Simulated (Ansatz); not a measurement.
**Run report: CoSi, geometry relaxation (part 2 of 2)**

The same run, continued: CoSi (P2₁3, 8 atoms in the cell); DFT PBEsol, scalar-relativistic, plane waves, PAW, no spin polarisation (Ansatz 0.2.0); cutoff 420 eV, 8×8×8 k-mesh, Fermi–Dirac smearing of 0.15 eV. The structure derives from an entry of the Crystallography Open Database.

Geometry of the input (Å; fractional positions):
```
4.3858  0.0000  0.0000
0.0000  4.3858  0.0000
0.0000  0.0000  4.3858
Co 0.1456  0.1456  0.1456
Co 0.3544  0.8544  0.6456
Co 0.6456  0.3544  0.8544
Co 0.8544  0.6456  0.3544
Si 0.8433  0.8433  0.8433
Si 0.6567  0.1567  0.3433
Si 0.3433  0.6567  0.1567
Si 0.1567  0.3433  0.6567
```

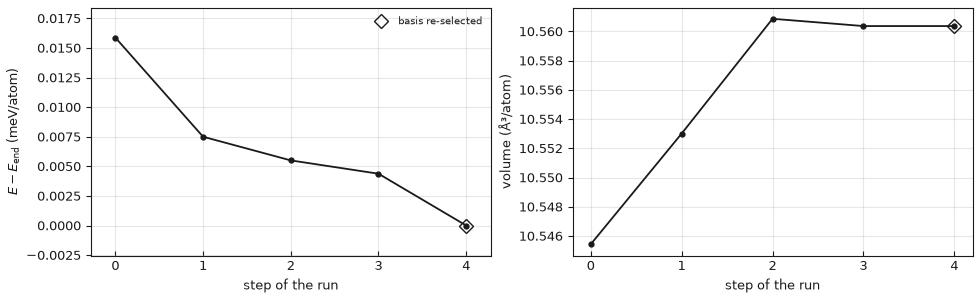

**Figure 1.** Progress of the relaxation, step by step (the first geometry is step 0 here and step 1 in the log). No atom moves by more than 0.005 Å relative to the cell. After 3 geometry steps the energy has fallen by next to nothing (0.0 meV per atom). Largest force component: 0.0083 eV/Å at the start, 0.00011 eV/Å at the end. The pressure goes from 0.31 to 0.00 GPa. A last SCF at the same geometry on a re-selected plane-wave basis shifts the energy by next to nothing (0.0 meV per atom).

```
basis re-selected at this cell: Δ(F+E_penalty+E_count) = -3.453e-5 eV, ΔP = +0.003 GPa vs the last step (what re-selecting the basis moved, of the pressure what is left beyond the Pulay correction that the steps carried, after the strain that the cell walked since its last selection, with what the two solves' SCF thresholds leave and, on support functions, any second-order correction that the steps lacked; it is no measure of the basis error at this ecutwfc). This SCF's stress stands 2.47e-3 GPa from its target on what of the cell is left free (relax.cell.stress_tol is 1.00e-2 GPa) and its largest allowed force component is 1.06e-4 eV/Å (relax.f_tol is 1.00e-3 eV/Å): within both
SCF converged after 9 iterations
Free energy (F): -22863.853554 eV
Harris-Foulkes:  -22863.853554 eV  (|F-HF|=0.00e0)
Internal energy: -22863.650395 eV  (E = F + TS)
E sigma→0 (E₀):  -22863.751974 eV
Entropy (-TS):   -0.203159 eV (-25.395 meV/atom)
Fermi energy:    17.294384 eV
--- Per-component energies (eV) ---
  E_band       = -908.001557
  E_kinetic    = 2018.325648
  E_local      = -14064.463027  (includes V_loc(G=0)·N_el)
  E_nonlocal   = 1929.813375
  E_hartree    = 6105.167040
  E_xc         = -865.986859
  E_vxc        = -1027.064430  (∫ρ·V_xc dr)
  E_paw        = -7934.616673  (= ΣΔE_a)
  E_vpaw       = -1974.947403  (= ΣTr[D̂ρ^β])
  E_aug_tail   = 0.000196  (compensation charges beyond the density's cutoff)
  E_ewald      = -10052.770015
  E_core_change = 0.879920  (= ΣΔE_core)
  E_smearing   = -0.203159  (= −TS)
  E_closure    = -0.000000  (closes the sum)
  Σ components = -22863.853554   (vs F -22863.853554, Δ=0.00e0)
--- Forces (eV/Å), atoms counted from 1 ---
  atom   1  Co    -0.00004806    -0.00004806    -0.00004806
  atom   2  Co     0.00004806     0.00004806    -0.00004806
  atom   3  Co    -0.00004806     0.00004806     0.00004806
  atom   4  Co     0.00004806    -0.00004806     0.00004806
  atom   5  Si     0.00010569     0.00010569     0.00010569
  atom   6  Si    -0.00010569    -0.00010569     0.00010569
  atom   7  Si     0.00010569    -0.00010569    -0.00010569
  atom   8  Si    -0.00010569     0.00010569    -0.00010569
  max |Σ_I F_I| component: 1.04e-16 eV/Å
--- Stress (GPa, compression-positive) ---
        0.002473      -0.000000       0.000000
       -0.000000       0.002473       0.000000
        0.000000       0.000000       0.002473
  P = ⅓ Tr σ = 0.0025 GPa (0.025 kbar)
--- Band table (eV; the first three rows and the last of 45) ---
  k-point 0: bands = ["-77.4171", "-77.4036", "-77.4036", "-77.4036", "-40.9529", "-40.9529", "-40.9529", "-40.9062", "-40.8676", "-40.8676", "-40.8676", "-40.8259", "-40.8259", "-40.8087", "-40.8087", "-40.8087", "3.2055", "8.8227", "8.8227", "8.8227", "11.4887", "11.4887", "11.4887", "13.2399", "13.2399", "13.2399", "13.8983", "13.9437", "13.9437", "14.2804", "14.2804", "14.2804", "14.7474", "14.7474", "14.7474", "16.2000", "16.2000", "16.2000", "16.3457", "16.3457", "17.1465", "17.1465", "17.1465", "19.8002", "19.8002", "19.8002", "20.1609", "20.1609", "20.8439", "20.8439", "20.8439", "22.0640"]
  k-point 1: bands = ["-77.4168", "-77.4052", "-77.4035", "-77.4026", "-40.9572", "-40.9535", "-40.9470", "-40.9075", "-40.8743", "-40.8692", "-40.8591", "-40.8255", "-40.8242", "-40.8104", "-40.8099", "-40.8077", "3.3250", "8.0185", "8.8971", "9.3970", "11.0475", "11.5601", "12.0849", "12.6404", "12.9812", "13.7828", "13.8076", "13.9660", "14.1334", "14.2377", "14.2830", "14.2906", "14.6587", "14.7311", "14.9623", "16.0660", "16.0853", "16.3155", "16.3504", "16.3717", "16.9517", "17.0973", "17.4552", "19.2968", "19.4188", "19.6998", "19.8161", "20.4503", "21.0285", "21.0455", "21.2851", "22.5184"]
  k-point 2: bands = ["-77.4156", "-77.4072", "-77.4031", "-77.4021", "-40.9595", "-40.9552", "-40.9400", "-40.9113", "-40.8788", "-40.8731", "-40.8495", "-40.8246", "-40.8202", "-40.8134", "-40.8125", "-40.8078", "3.6799", "7.0169", "9.1145", "9.8583", "10.8422", "11.7157", "12.0366", "12.5391", "12.7474", "13.4631", "14.0226", "14.0342", "14.2144", "14.2992", "14.3555", "14.4237", "14.6538", "14.7678", "15.1099", "15.7798", "16.0285", "16.2340", "16.3690", "16.4630", "16.8218", "16.9584", "17.9114", "18.9207", "18.9469", "19.1768", "19.6855", "20.7873", "21.2431", "21.3191", "21.9329", "22.6685"]
  k-point 44: bands = ["-77.4069", "-77.4069", "-77.4069", "-77.4069", "-40.9450", "-40.9450", "-40.9450", "-40.9450", "-40.8593", "-40.8593", "-40.8593", "-40.8593", "-40.8076", "-40.8076", "-40.8076", "-40.8076", "7.5582", "7.5582", "7.5582", "7.5582", "10.0137", "10.0137", "10.0137", "10.0137", "13.9709", "13.9709", "13.9709", "13.9709", "14.2073", "14.2073", "14.2073", "14.2073", "15.7628", "15.7628", "15.7628", "15.7628", "15.8670", "15.8670", "15.8670", "15.8670", "16.9219", "16.9219", "16.9219", "16.9219", "22.7419", "22.7419", "22.7419", "22.7419", "23.0782", "23.0782", "23.0782", "23.0782"]
--- Relaxed structure (4 steps of the walk, 4 accepted, 1 SCFs on fresh bases) ---
  F+E_penalty+E_count = -22863.85355350 eV   max|allowed force component| = 1.057e-4 eV/Å   (the final SCF, on the basis selected at the relaxed cell)
  cell:  # Å, volume = 84.4829 Å³
    - [4.387895844083362, -2.728400754548584e-34, 4.574083617919685e-34]
    - [-2.728400754548584e-34, 4.387895844083362, -8.024708101613482e-36]
    - [4.734577779951954e-34, -8.024708101613482e-36, 4.387895844083362]
  atoms:
    - { symbol: Co, position: [0.14537572003115515, 0.14537572003115515, 0.14537572003115515] }
    - { symbol: Co, position: [0.3546242799688448, 0.8546242799688447, 0.6453757200311552] }
    - { symbol: Co, position: [0.6453757200311552, 0.3546242799688448, 0.8546242799688447] }
    - { symbol: Co, position: [0.8546242799688447, 0.6453757200311552, 0.3546242799688448] }
    - { symbol: Si, position: [0.8432734664035413, 0.8432734664035413, 0.8432734664035413] }
    - { symbol: Si, position: [0.6567265335964587, 0.15672653359645863, 0.3432734664035414] }
    - { symbol: Si, position: [0.3432734664035414, 0.6567265335964587, 0.15672653359645863] }
    - { symbol: Si, position: [0.15672653359645863, 0.3432734664035414, 0.6567265335964587] }
```

**Trajectory as extended XYZ (Å, eV, eV/Å), 5 frames, from step=1 to step=5**
```
8
Lattice="4.3858 0.0000 0.0000 0.0000 4.3858 0.0000 0.0000 0.0000 4.3858" Properties=species:S:1:pos:R:3:forces:R:3 step=1 energy=-22863.85343 pressure_GPa=0.31
Co    0.6388    0.6388    0.6388   -0.0083  -0.0083  -0.0083
Co    1.5541    3.7471    2.8317    0.0083   0.0083  -0.0083
Co    2.8317    1.5541    3.7471   -0.0083   0.0083   0.0083
Co    3.7471    2.8317    1.5541    0.0083  -0.0083   0.0083
Si    3.6987    3.6987    3.6987   -0.0014  -0.0014  -0.0014
Si    2.8800    0.6871    1.5058    0.0014   0.0014  -0.0014
Si    1.5058    2.8800    0.6871   -0.0014   0.0014   0.0014
Si    0.6871    1.5058    2.8800    0.0014  -0.0014   0.0014
8
Lattice="4.3869 0.0000 0.0000 0.0000 4.3869 0.0000 0.0000 0.0000 4.3869" Properties=species:S:1:pos:R:3:forces:R:3 step=2 energy=-22863.85349 pressure_GPa=0.14
Co    0.6387    0.6387    0.6387   -0.0070  -0.0070  -0.0070
Co    1.5548    3.7482    2.8321    0.0070   0.0070  -0.0070
Co    2.8321    1.5548    3.7482   -0.0070   0.0070   0.0070
Co    3.7482    2.8321    1.5548    0.0070  -0.0070   0.0070
Si    3.6995    3.6995    3.6995   -0.0015  -0.0015  -0.0015
Si    2.8808    0.6873    1.5061    0.0015   0.0015  -0.0015
Si    1.5061    2.8808    0.6873   -0.0015   0.0015   0.0015
Si    0.6873    1.5061    2.8808    0.0015  -0.0015   0.0015
8
Lattice="4.3880 0.0000 0.0000 0.0000 4.3880 0.0000 0.0000 0.0000 4.3880" Properties=species:S:1:pos:R:3:forces:R:3 step=3 energy=-22863.85351 pressure_GPa=-0.02
Co    0.6382    0.6382    0.6382   -0.0028  -0.0028  -0.0028
Co    1.5558    3.7497    2.8322    0.0028   0.0028  -0.0028
Co    2.8322    1.5558    3.7497   -0.0028   0.0028   0.0028
Co    3.7497    2.8322    1.5558    0.0028  -0.0028   0.0028
Si    3.7003    3.7003    3.7003   -0.0009  -0.0009  -0.0009
Si    2.8816    0.6876    1.5064    0.0009   0.0009  -0.0009
Si    1.5064    2.8816    0.6876   -0.0009   0.0009   0.0009
Si    0.6876    1.5064    2.8816    0.0009  -0.0009   0.0009
8
Lattice="4.3879 0.0000 0.0000 0.0000 4.3879 0.0000 0.0000 0.0000 4.3879" Properties=species:S:1:pos:R:3:forces:R:3 step=4 energy=-22863.85352 pressure_GPa=-0.00
Co    0.6379    0.6379    0.6379    0.0000   0.0000   0.0000
Co    1.5561    3.7500    2.8318    0.0000   0.0000   0.0000
Co    2.8318    1.5561    3.7500    0.0000   0.0000   0.0000
Co    3.7500    2.8318    1.5561    0.0000   0.0000   0.0000
Si    3.7002    3.7002    3.7002    0.0001   0.0001   0.0001
Si    2.8816    0.6877    1.5062   -0.0001  -0.0001   0.0001
Si    1.5062    2.8816    0.6877    0.0001  -0.0001  -0.0001
Si    0.6877    1.5062    2.8816   -0.0001   0.0001  -0.0001
8
Lattice="4.3879 0.0000 0.0000 0.0000 4.3879 0.0000 0.0000 0.0000 4.3879" Properties=species:S:1:pos:R:3:forces:R:3 step=5 energy=-22863.85355 pressure_GPa=0.00
Co    0.6379    0.6379    0.6379    0.0000   0.0000   0.0000
Co    1.5561    3.7500    2.8318    0.0000   0.0000   0.0000
Co    2.8318    1.5561    3.7500    0.0000   0.0000   0.0000
Co    3.7500    2.8318    1.5561    0.0000   0.0000   0.0000
Si    3.7002    3.7002    3.7002    0.0001   0.0001   0.0001
Si    2.8816    0.6877    1.5062   -0.0001  -0.0001   0.0001
Si    1.5062    2.8816    0.6877    0.0001  -0.0001  -0.0001
Si    0.6877    1.5062    2.8816   -0.0001   0.0001  -0.0001
```

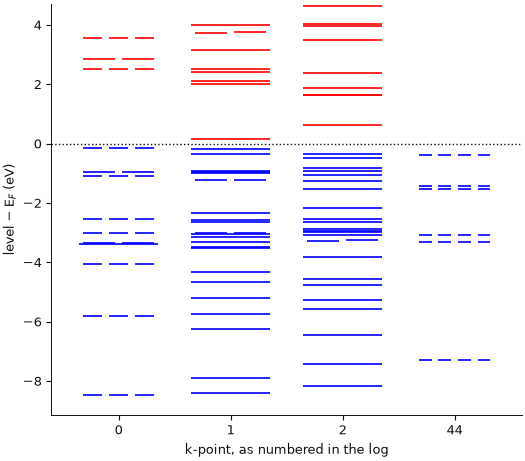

**Figure 2.** Kohn–Sham levels near the Fermi level (dotted) at the few k-points that the log prints; levels within 0.02 eV of each other stand side by side. The system is metallic on the full mesh.

**Results in brief**

```tsv
quantity	value
outcome	converged
space group (tolerance 0.01 Å)	P2₁3 (198)
electrons treated	84
free energy	−22863.8536 eV
Fermi energy	17.294 eV
gap on the k-point mesh	none (metallic)
pressure	0.00 GPa
final volume	84.48 Å³
largest force (length of the vector) at the end	under 0.001 eV/Å
final cell	a = 4.388 Å, b = 4.388 Å, c = 4.388 Å, α = 90.00°, β = 90.00°, γ = 90.00°
wall time	52 s (CPU time 1.7 min)
peak memory	0.48 GiB
```

**Notes**

Results for this metal are sensitive to the k-point mesh. The run has no spin polarisation, so a magnetic state may lie lower.
